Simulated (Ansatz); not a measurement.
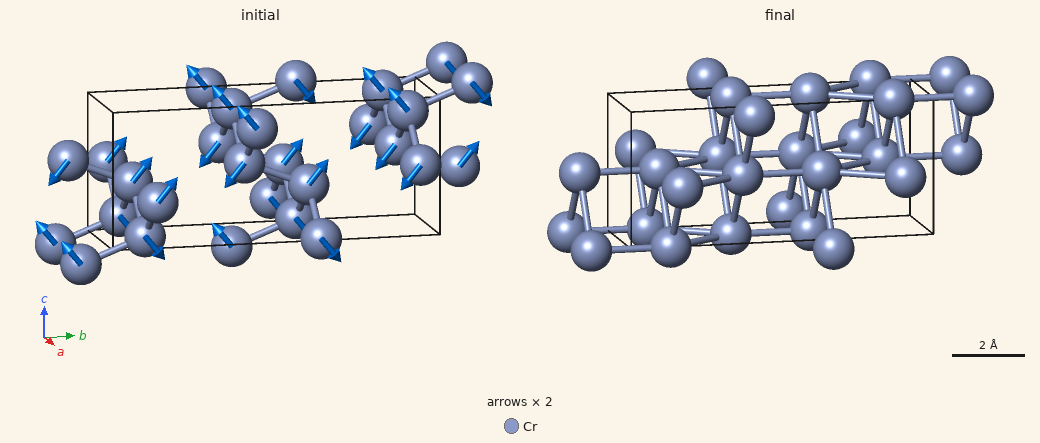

The structure of crystalline Cr (built on the black phosphorus_64 type) (coarse preliminary run) before (left) and after (right) a relaxation, at one scale. The blue arrows give the displacements (the part carried along by the change of the cell is left out), magnified 2 times.

Style: ball-and-stick. Shown: the conventional cell (2 times the calculation's cell), slightly off an axis. Lengths and directions refer to the drawn axes.

Case: black phosphorus type (Cmce, No. 64).

All numbers below come from DFT PBEsol, scalar-relativistic, plane waves, PAW (Ansatz 0.2.0). Settings: plane-wave cutoff 420 eV; k-point mesh 6 × 6 × 4; occupations gaussian; smearing width 0.1 eV; no spin polarisation; cell and atoms relaxed; force threshold 0.04 eV/Å; at most 70 steps.

Summarise the run.

Answer. The largest moves relative to the cell, 0.45 Å, are those of Cr atoms. Cell: a 2.965 → 2.738 Å (−7.7 %), b 9.407 → 8.699 Å (−7.5 %), c 3.924 → 3.897 Å (−0.7 %). Volume −15.2 %. Some distances before and after: Cr–Cr 3.298 → 2.478 Å, Cr–Cr 3.053 → 2.381 Å, Cr–Cr 1.943 → 2.381 Å, Cr–Cr 1.974 → 2.284 Å. New bonds form: Cr–Cr (3.05 → 2.38 Å), Cr–Cr (3.30 → 2.48 Å). Among the angles between lasting bonds that change: Cr–Cr–Cr 99.5° → 70.2°, Cr–Cr–Cr 103.4° → 90.0°. The space group (tolerance 0.01 Å) goes from Cmce (No. 64) to Fmmm (No. 69). The energy falls by 1548 meV per atom in 5 accepted moves (7 points after the start). The largest force component goes from 4.7 to 0.0021 eV/Å. Pressure: 23.84 GPa at the start and 0.02 GPa at the end. The line search rejected the trial step at point 4 of the run. At 1 point the geometry stayed and the basis and grid were re-selected for the new cell (energy shift of 0.8 meV per atom at most each time).

Limits of the set-up: the k-point mesh is coarse for a cell with partly filled bands.
